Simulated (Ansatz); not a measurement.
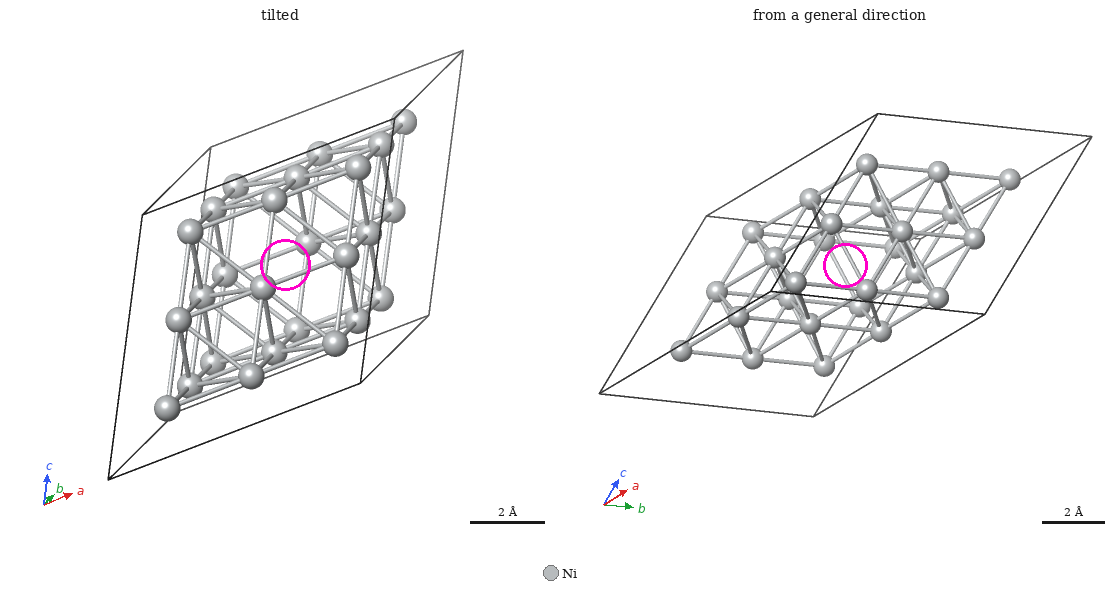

View slightly off an axis and from a general direction, drawn as a ball-and-stick model. Thin lines show the supercell, with boundary atoms drawn in all their periodic places. The host is Ni, in a cell of 27 sites, and the cell is neutral. A ring marks the defect's site.

Question: What defect is present?

Answer: A nickel vacancy. Around the empty site lie twelve Ni at about 2.5 Å.

Theory: DFT PBE, scalar-relativistic, plane waves, PAW (Ansatz). Numerical settings: cutoff 420 eV, k-point mesh 4×4×4, Gaussian smearing of 0.1 eV, collinear spins.

Question: Does the defective cell carry a moment?

Answer: Yes, 18.0 μB in the cell.

The atoms were relaxed in the host's cell with DFT PBE, scalar-relativistic, plane waves, PAW (Ansatz 0.2.0).
